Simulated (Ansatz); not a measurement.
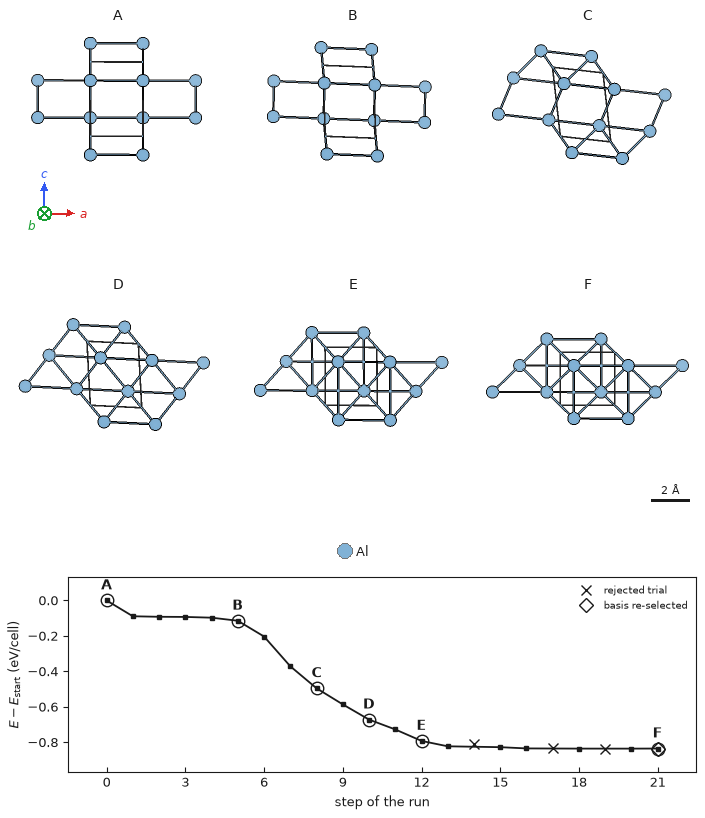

Frames of a relaxation of a crystal of Al (a generated structure, set up in P2_1/m), marked on the history of the run. The picture is a ball-and-stick view of the cell of the calculation, seen along the b axis.

Case: Sb → Al on all its sites, cell and atoms relaxed.

The calculation used DFT PBE, scalar-relativistic, plane waves, PAW in Ansatz.

Input file:
```yaml
crystal:
  lattice:
    - [2.8342093374, 0.0, 0.0094440298]
    - [0.0, 4.0059614289, 0.0]
    - [-0.0219972504, 0.0, 4.0047285306]
  atoms:
    - { symbol: Al, position: [1.0001822423, 0.75, 0.7499297063] }
    - { symbol: Al, position: [-0.0001822423, 0.25, 0.2500702937] }
basis:
  ecutwfc: 420
kpoints:
  mp_grid: { grid: [14, 10, 10] }
hamiltonian:
  xc: pbe
scf:
  occupations: { method: gaussian, width: 0.1 }
output:
  forces: true
  stress: true
  eigenvalues: true
relax:
  adjacent_minimum: "off"
  f_tol: 0.01
  max_steps: 60
  cell: { stress_tol: 0.1 }
```

Run as
```bash
ansatz run input.yaml --threads 1 --pin off --max-ram 1331MiB --backend cpu --events-out ev --progress --plain --runs-dir out
```

### Describe the path.

The largest moves relative to the cell, 0.73 Å, are those of Al1 and Al2. Al1 goes along +a. Cell: a 2.834 → 2.922 Å (+3.1 %), b 4.006 → 3.967 Å (−1.0 %), c 4.005 → 2.852 Å (−28.8 %), β 90.1° → 90.0°. Volume −27.3 %. Among the contacts that change: Al1–Al2 4.009 → 2.847 Å, Al1–Al1 4.005 → 2.852 Å, Al1–Al1 (another image) 2.834 → 2.922 Å, Al1–Al2 (another image) 2.833 → 2.847 Å. Among the angles between lasting bonds that change: Al2–Al1–Al2 180.0° → 118.2°, Al1–Al1–Al2 90.1° → 59.1°, Al1–Al1–Al2 89.9° → 120.9°. The space group (tolerance 0.01 Å) goes from Pm-3m (No. 221) to Immm (No. 71). After 17 accepted moves (21 points after the start) the energy has fallen by 0.835 eV per cell of the calculation. Largest force component: 0.0016 eV/Å at the start, 0.00026 eV/Å at the end. The pressure goes from −5.17 to −0.02 GPa. The line search rejected the trial steps at points 14, 17, 19 of the run. At 1 point the geometry stayed and the basis and grid were re-selected for the new cell (energy shift of 0.5 meV per cell of the calculation at most each time). The run took roughly 2.4 core-minutes on a shared host. From step 0 to 5: Al atoms move most (0.05 Å), volume −12.1 %, energy −0.114 eV per cell of the calculation. From step 5 to 8: Al atoms move most (0.47 Å), volume −5.4 %, energy −0.381 eV per cell of the calculation. From step 8 to 10: Al atoms move most (0.19 Å), volume −7.6 %, energy −0.177 eV per cell of the calculation. From step 10 to 12: volume −4.1 %, energy −0.120 eV per cell of the calculation. From step 12 to 21: volume −1.3 %, energy −43.0 meV per cell of the calculation.
